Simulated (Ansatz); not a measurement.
System: Mg, space group Fm-3m (No. 225).

Structure:
```yaml
crystal:
  lattice:
    - [0.00000, 2.24426, 2.24426]
    - [2.24426, 0.00000, 2.24426]
    - [2.24426, 2.24426, 0.00000]
  atoms:
    - { symbol: Mg, position: [0.00000, 0.00000, 0.00000] }
```

One of the inputs:
```
crystal:
  lattice:
    - [0.0, 2.244256, 2.244256]
    - [2.244256, 0.0, 2.244256]
    - [2.244256, 2.244256, 0.0]
  atoms:
    - { symbol: Mg, position: [0.0, 0.0, 0.0] }
kpoints:
  mp_grid: { grid: [16, 16, 16] }
  band_path:
    path:
      - [0.0, 0.0, 0.0]
      - [0.5, 0.0, 0.5]
      - [0.625, 0.25, 0.625]
      - [0.375, 0.375, 0.75]
      - [0.0, 0.0, 0.0]
      - [0.5, 0.5, 0.5]
      - [0.5, 0.25, 0.75]
      - [0.5, 0.0, 0.5]
    npoints: 8
scf:
  occupations: { method: fermi_dirac, width: 0.03 }
hamiltonian:
  xc: pbe
  pseudopotentials: { kind: all_electron, datasets: crystal }
output:
  forces: true
  stress: true
  eigenvalues: true
  efg: { contact_densities: true }
```

Command:
```bash
ansatz run input.yaml --threads 1 --pin off --max-ram 3072MiB --backend cpu --events-out ev --progress --plain --runs-dir out
```

Method: periodic Kohn-Sham DFT of a crystal at fixed atoms, scaled to the stated factor times the given cell; pressure positive in compression (Ansatz 0.2.0). Level: PBE.

- method: all-electron PAW
- relativity: scalar
- k mesh: 16×16×16
- occupations: Fermi–Dirac
- smearing width: 0.03 eV
- nucleus: Gaussian

V(given) is 22.61 Å³/atom.

Predict the pressure against V/V(given). The V/V(given) takes the values 0.9400, 0.9405, 0.9600, 0.9800, 0.9900, 1.0000, 1.0100, 1.0200, 1.0400, 1.0600.

The pressure falls from 3.502 GPa at V/V(given) 0.9400 to −1.188 GPa at 1.0600, and changes sign near 1.023. The volume at zero pressure from a fit of the pressures is 23.1 Å³/atom. The bulk modulus from that fit is 35.4 GPa.

```json
{"V/V(given)": "0.9400", "pressure (GPa)": "3.502"}
{"V/V(given)": "0.9405", "pressure (GPa)": "3.476"}
{"V/V(given)": "0.9600", "pressure (GPa)": "2.521"}
{"V/V(given)": "0.9800", "pressure (GPa)": "1.631"}
{"V/V(given)": "0.9900", "pressure (GPa)": "1.217"}
{"V/V(given)": "1.0000", "pressure (GPa)": "0.822"}
{"V/V(given)": "1.0100", "pressure (GPa)": "0.446"}
{"V/V(given)": "1.0200", "pressure (GPa)": "0.087"}
{"V/V(given)": "1.0400", "pressure (GPa)": "-0.581"}
{"V/V(given)": "1.0600", "pressure (GPa)": "-1.188"}
```

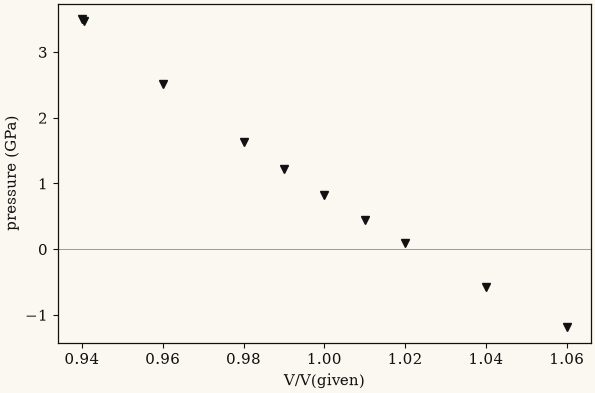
